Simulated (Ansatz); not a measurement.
The Ansatz input:

```
crystal:
  lattice:
    - [3.9698693943, 0.0, 0.0]
    - [0.0, 3.9698693943, 0.0]
    - [0.0, 0.0, 26.9096081829]
  atoms:
    - { symbol: Ba, position: [0.5, 0.5, 0.2787108586] }
    - { symbol: O, position: [0.0, 0.0, 0.2787108586] }
    - { symbol: Ti, position: [0.0, 0.0, 0.3524739057] }
    - { symbol: O, position: [0.5, 0.0, 0.3524739057] }
    - { symbol: O, position: [0.0, 0.5, 0.3524739057] }
    - { symbol: Ba, position: [0.5, 0.5, 0.4262369529] }
    - { symbol: O, position: [0.0, 0.0, 0.4262369529] }
    - { symbol: Ti, position: [0.0, 0.0, 0.5] }
    - { symbol: O, position: [0.5, 0.0, 0.5] }
    - { symbol: O, position: [0.0, 0.5, 0.5] }
    - { symbol: Ba, position: [0.5, 0.5, 0.5737630471] }
    - { symbol: O, position: [0.0, 0.0, 0.5737630471] }
    - { symbol: Ti, position: [0.0, 0.0, 0.6475260943] }
    - { symbol: O, position: [0.5, 0.0, 0.6475260943] }
    - { symbol: O, position: [0.0, 0.5, 0.6475260943] }
    - { symbol: Ba, position: [0.5, 0.5, 0.7212891414] }
    - { symbol: O, position: [0.0, 0.0, 0.7212891414] }
basis:
  ecutwfc: 420
kpoints:
  mp_grid: { grid: [2, 2, 1] }
hamiltonian:
  xc: pbesol
scf:
  occupations: { method: gaussian, width: 0.05 }
output:
  forces: true
  stress: true
  eigenvalues: true
efield:
  axis: 3
  dipole_correction: true
  ramp_width: 0.04
```

Run as:
```bash
ansatz run input.yaml --threads 2 --pin off --max-ram 5120MiB --backend cpu --events-out ev --progress --plain --runs-dir out
```

What does the potential across the slab give for the band edges against vacuum?

From the vacuum level at the right face the ionisation potential is 3.03 eV and the electron affinity 1.46 eV; the left face gives the same. The slab's gap, their difference before rounding, is 1.57 eV. The two vacuum levels agree, so the slab has no net dipole along its normal. The outermost atoms are 11.9 Å apart, which leaves 15.0 Å of vacuum in a cell 26.9 Å high.

The atoms aren't at rest in this cell (largest force 1.2 eV/Å), so the relaxed material can differ.

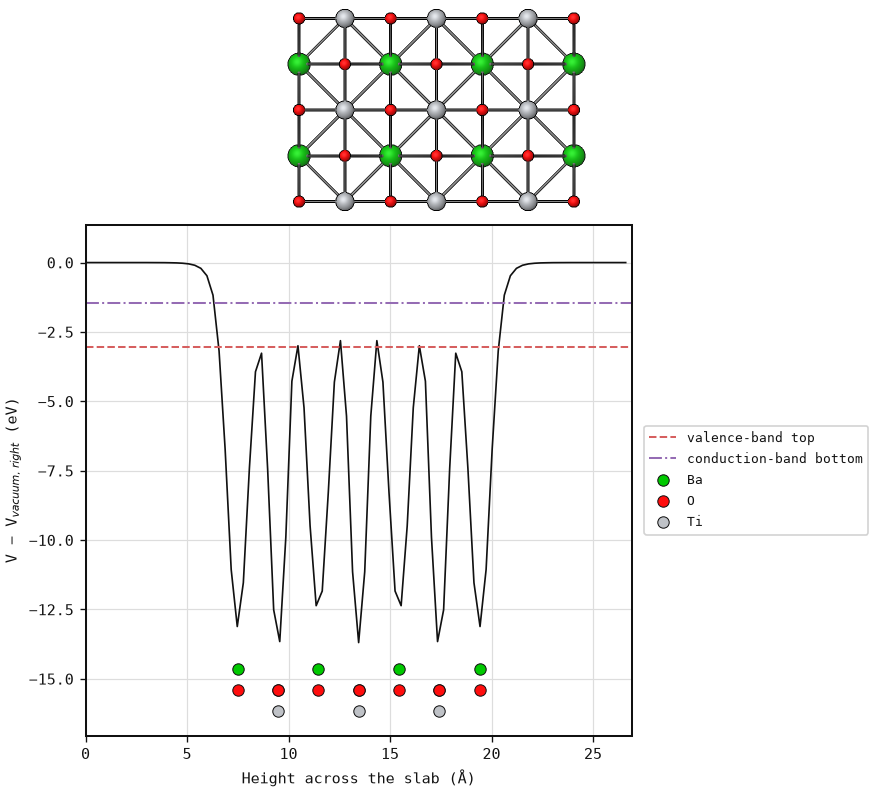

Plane-averaged electrostatic potential energy of an electron across the slab; circles at the bottom mark the heights of the atoms. The structure is drawn too.
